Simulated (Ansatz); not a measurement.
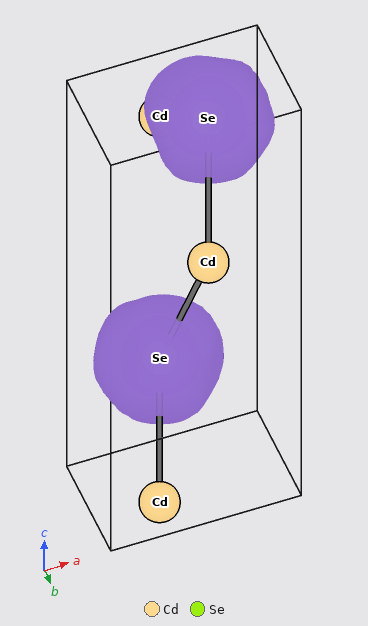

CdSe. Isosurface of the ELF at 0.75 (purple), seen at an oblique angle. Core shells and regions of very low density are left out. Sticks mark near contacts.

Space group P6₃mc; changed on purpose from its base cell (in-plane strain -0.005, out-of-plane length and atoms relaxed by PAW).

Theory: DFT, r2SCAN, PAW with Ansatz's default frozen-core files, scalar-relativistic; relaxation of cell and atoms in Ansatz.

Input file:

```
crystal:
  lattice:
    - [4.31834182061, 0.0, 0.0]
    - [-2.15917091031, 3.73979371888, 0.0]
    - [0.0, 0.0, 7.09896999634]
  atoms:
    - { symbol: Cd, position: [0.333333333333, 0.666666666667, 0.004537402161] }
    - { symbol: Cd, position: [0.666666666667, 0.333333333333, 0.504537402161] }
    - { symbol: Se, position: [0.333333333333, 0.666666666667, 0.380462597839] }
    - { symbol: Se, position: [0.666666666667, 0.333333333333, 0.880462597839] }
kpoints:
  mp_grid: { grid: [6, 6, 4] }
scf:
  occupations: { method: fixed }
hamiltonian:
  xc: r2scan
  pseudopotentials: { kind: paw }
relax:
  f_tol: 0.002
  max_steps: 80
  cell: { fix: [a, b, gamma] }
output:
  forces: true
  stress: true
  write_density: true
  write_potential: true
  elf: true
  volumetric_format: npy
```

Command:

```sh
ansatz run input.yaml --threads 1 --pin off --max-ram 3072MiB --backend cpu --events-out ev --progress --plain --runs-dir out
```

Below, planes, directions and counts refer to the conventional cell (a = 4.32 Å, b = 4.32 Å, c = 7.11 Å, α = 90.00°, β = 90.00°, γ = 120.00°).

The fields are those of the relaxed geometry.

Q: What do the ELF domains correspond to?

A: The surface consists of two regions wrapped around Se (the valence shell of each), counted in one cell of 4 atoms. Any copies at cell faces, edges or corners count once. Profiles from the grid: Cd–Se (2.65 Å): the ELF is about 0.40 at the midpoint.

Q: Does the calculation make it a metal, or give it a gap?

A: It is gapped, with a Kohn–Sham gap of 1.1 eV on the k-point mesh (the band edges may lie off the mesh, which would make the gap smaller).
